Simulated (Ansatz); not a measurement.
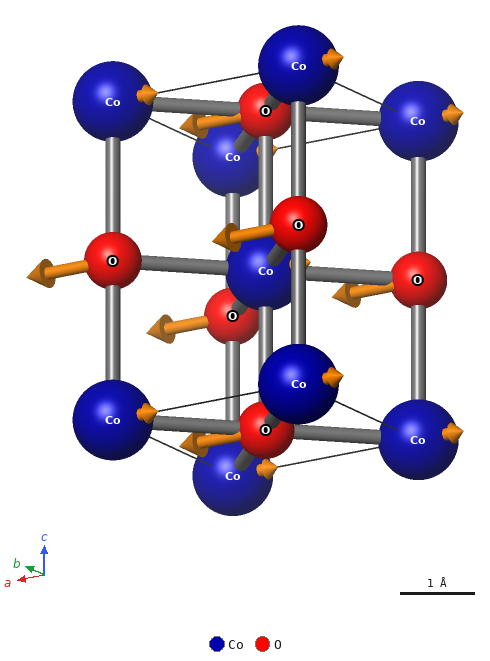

One vibrational mode of solid CoO at the zone centre. The orange arrows are the displacements of the atoms (eigenvector over the root of the mass), of arbitrary overall length and sign. A ball-and-stick model of the conventional cell (2 times the calculation's cell), seen from a free direction. Lengths and directions refer to the drawn axes.

Method: DFT PBE+U, scalar-relativistic, plane waves, PAW (Ansatz 0.2.0).

Input file:
```yaml
crystal:
  lattice:
    - [-1.4988479147, 1.4988479147, 2.2653713856]
    - [1.4988479147, -1.4988479147, 2.2653713856]
    - [1.4988479147, 1.4988479147, -2.2653713856]
  atoms:
    - { symbol: Co, position: [0.0, 0.0, 0.0], spin: 2.84 }
    - { symbol: O, position: [0.5, 0.5, 0.0], spin: 0.26 }
basis:
  ecutwfc: 420
kpoints:
  mp_grid: { grid: [16, 16, 16] }
hamiltonian:
  xc: pbe
  hubbard: { sites: [{ species: Co, l: d, u_eff: 3.32 }] }
scf:
  occupations: { method: gaussian, width: 0.01 }
output:
  eigenvalues: true
  populations: true
magnetization:
  spin_polarized: true
phonons:
  method: dfpt
  eigenvectors: true
```

Run as
```bash
ansatz run input.yaml --threads 1 --pin off --max-ram 3072MiB --backend cpu --events-out ev --progress --plain --runs-dir out
```

Frequencies are those without the non-analytic (LO–TO) term.

**Give the symmetry, activity and frequency of this mode.**

This is the E_u mode (doubly degenerate; one member of the set is drawn) at 302 cm⁻¹, the highest optical level, infrared-active by symmetry. The O sublattice moves against the Co sublattice, along a; the kinetic energy is shared as O 79 %, Co 21 %.
